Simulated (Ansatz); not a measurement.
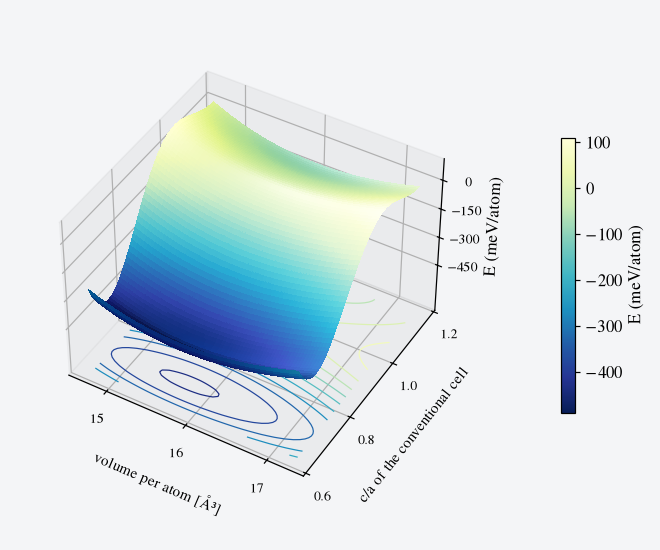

Energy landscape of W (Fm-3m, No. 225; 1 atom in the cell). The energy is mapped over volume and the cell's shape. First axis: volume per atom. Second axis: c/a of the conventional cell. Nothing is relaxed (symmetry fixes all fractional coordinates). The grid has 7 × 9 points. Points are written as (first, second). All energies are given in meV/atom relative to the relaxed crystal. All numbers below come from DFT PBEsol, scalar-relativistic, plane waves, PAW (Ansatz 0.2.0). Settings: cutoff 420 eV, k-mesh 22×22×22, gaussian smearing 0.15 eV, no spin polarisation.

The picture shows a relief with its contours projected below. Between grid points the surface is interpolated. 

Question: Where are the wells?

Answer: The lowest grid point is at (15.55 Å³, 0.734), −473 meV/atom from the relaxed crystal. The bottom of the well lies between grid points, at about (15.69 Å³, 0.707), about 16 meV/atom lower on the interpolated surface. The reference structure, at (15.98 Å³, 1.000) [fcc], is a saddle of this map. It is the only kind of minimum in the scanned range. The highest grid point, (14.70 Å³, 1.000) [fcc], lies 583 meV/atom above the lowest. The reference (Fm-3m) is not the lowest structure on this map: the low region lies near c/a = 0.71, the bcc structure.

The input of one point:

```yaml
crystal:
  lattice:
    - [0.0, 2.1960229916, 1.6125396827]
    - [2.1960229916, 0.0, 1.6125396827]
    - [2.1960229916, 2.1960229916, 0.0]
  atoms:
    - { symbol: W, position: [0.0, 0.0, 0.0] }
basis:
  ecutwfc: 420
kpoints:
  mp_grid: { grid: [22, 22, 22] }
hamiltonian:
  xc: pbesol
  pseudopotentials: { kind: paw, azcp: { folder: soft_1 } }
scf:
  occupations: { method: gaussian, width: 0.15 }
output:
  forces: true
  stress: true
  eigenvalues: true
```

Time for the 63 points that were run: 8.4 min on 1 thread of Intel(R) Xeon(R) Platinum 8488C (Sapphire Rapids), with other jobs on the host.
